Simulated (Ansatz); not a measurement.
System: Cd, space group P6_3/mmc (No. 194).

Starting cell:
```xyz
2
Lattice="3.0148 0.0000 0.0000 -1.5074 2.6109 0.0000 0.0000 0.0000 5.8276" Properties=species:S:1:pos:R:3 pbc="T T T"
Cd    0.0000    1.7406    1.4569
Cd    1.5074    0.8703    4.3707
```

Calculation (Ansatz 0.2.0): energy, stress and cell of a relaxed crystal along a series of strains, atoms and what the cell freedom names relaxed within the symmetry; stress is positive in compression; plane waves with PAW datasets, Γ-centred k mesh; energies extrapolated to zero smearing. Level: PBE, no spin polarisation.

wave cutoff 420 eV; k mesh 18×18×8; occupations Gaussian; smearing width 0.1 eV; strain kind stretch along c with a and b held; cell freedom cell held, only c stretched.

Predict the energy change and stress zz against strain. The strain takes the values −6, −4, −2, 0, 2, 4, 6 %.

The energy rises on both sides of the starting structure, which is therefore a minimum along this path. The energy change is 10.47 meV/atom at strain −6 % and 10.55 meV/atom at 6 %; the lowest computed point is at strain 0 % (0.00 meV/atom), in a single well. The stress zz falls from 2.79 GPa at strain −6 % to −2.09 GPa at 6 %, and changes sign near 0 %. The solid is metallic at every point.

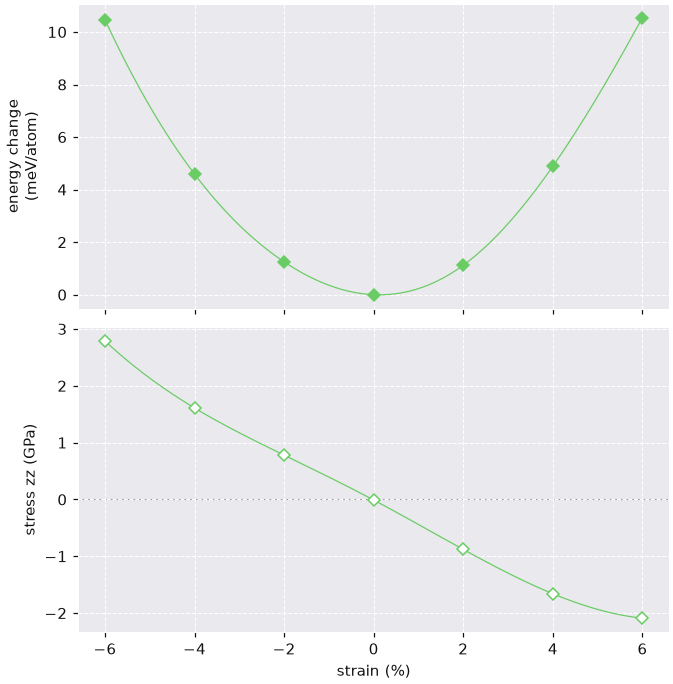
